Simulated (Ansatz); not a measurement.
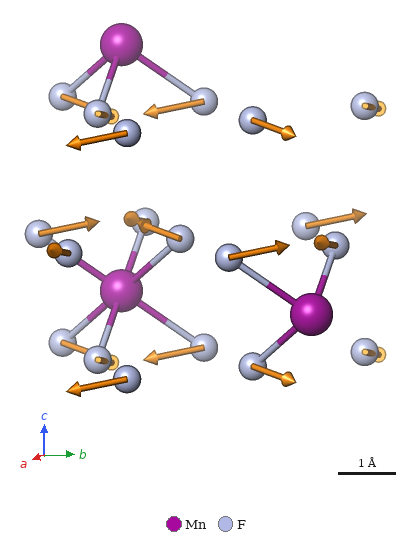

This is a relaxation of solid MnF6 (set up in P-31m) (coarse preliminary run). The starting structure is drawn; orange arrows show the displacements (the part carried along by the change of the cell is left out), 20 times their true length.

The picture is a ball-and-stick view of the atoms within 4.2 Å of the atom that moves most (axes of the cell of the calculation), seen slightly off an axis.

Case: 2 of 2 Li taken out, relaxed.

The calculation used Ansatz 0.2.0, DFT PBE+U+D3(BJ), scalar-relativistic, plane waves, PAW. Set-up: plane-wave cutoff 420 eV; k-point mesh 6 × 6 × 4; occupations gaussian; smearing width 0.1 eV; U Mn 3.9 eV; collinear spin; cell and atoms relaxed; force threshold 0.0325 eV/Å; at most 70 steps.

### Which element moves most?

Fluorine: up to 0.057 Å, against 0.000 Å for manganese.

### What happened in the run?

Over 4 accepted moves (6 points after the start) the energy falls by 0.119 eV per cell of the calculation. Largest force component: 0.58 eV/Å at the start, 0.0053 eV/Å at the end. The pressure goes from −4.66 to 0.09 GPa. The SCF was repeated twice at an unchanged geometry on a basis and grid sized afresh for the cell, which shifted the energy by 4.2 meV per cell of the calculation at most. The largest moves relative to the cell, 0.057 Å, are those of F atoms. Mn stays in place. Cell: a = b 4.866 → 4.906 Å (+0.8 %), c 4.387 → 4.244 Å (−3.3 %). Volume −1.7 %. Near-neighbour distances that change, for instance: F–Mn 1.839 → 1.789 Å. The space group stays P-31m (No. 162). Cost: 42 s on 2 threads of Arm Neoverse V2 (shared host), peak memory 0.5 GiB.
